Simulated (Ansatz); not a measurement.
# Ni: what the fields show

```
CELL_PARAMETERS angstrom
3.46315 0.00000 0.00000
0.00000 3.46315 0.00000
0.00000 0.00000 3.46315
ATOMIC_POSITIONS crystal
Ni 0.00000 0.00000 0.00000
Ni 0.50000 0.50000 0.00000
Ni 0.50000 0.00000 0.50000
Ni 0.00000 0.50000 0.50000
```

Space group Fm-3m; spin-polarised.

All numbers below come from Ansatz 0.2.0, DFT PBEsol, scalar-relativistic, plane waves, PAW.

The density is the valence pseudo-density of a PAW calculation; it isn't the true density close to the nuclei.

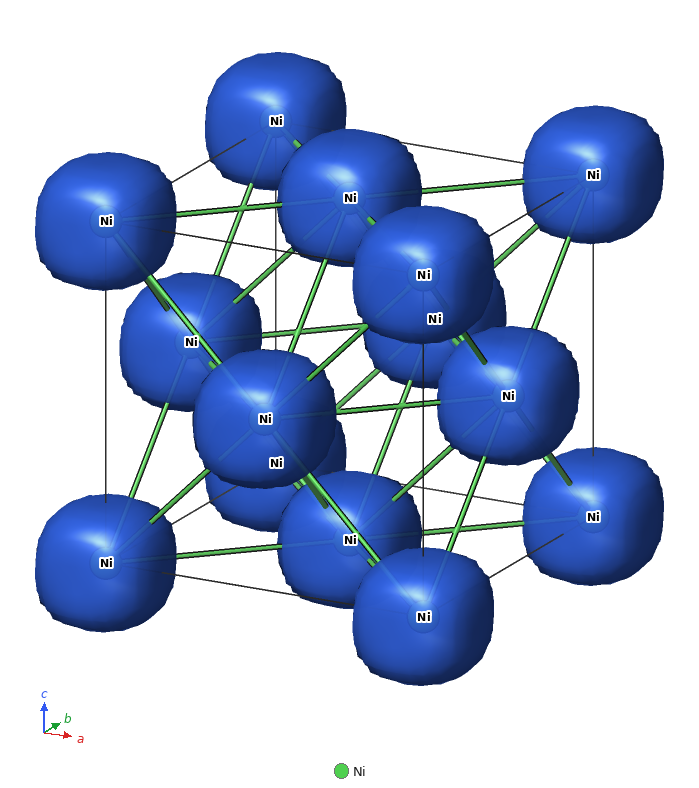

Figure 1. Isosurfaces of the magnetisation density (up minus down) at +0.1 (blue) and −0.1 e/Å³ (red), seen at an oblique angle. Sticks mark near contacts.

Question: Which atoms carry the moments, and with what signs?

Answer: The spin density sits on Ni: +0.7 μB (×4) in one cell of 4 atoms: parallel moments, as they must be, since the calculation's own cell holds one magnetic site. The cell of the calculation (1 atoms) carries 0.6 μB of net spin moment. Only one sign reaches the isovalue.

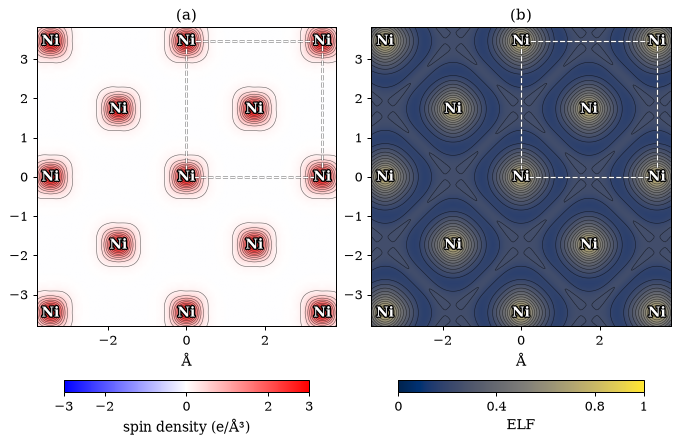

Figure 2. (a) spin density (up minus down); (b) ELF on the (001) plane of the conventional cell.

Question: Describe what can be read from this map.

Answer: Atoms in the plane: Ni. Ni–Ni (2.45 Å): the ELF is about 0.25 at the midpoint: no shared electron pair shows on this line. The features right at Ni lie inside the PAW spheres, where the map follows smoothed inner orbitals and isn't to be read closely.

Question: Metal or insulator at this level of theory?

Answer: It is gapless in this calculation (a metal or semimetal).
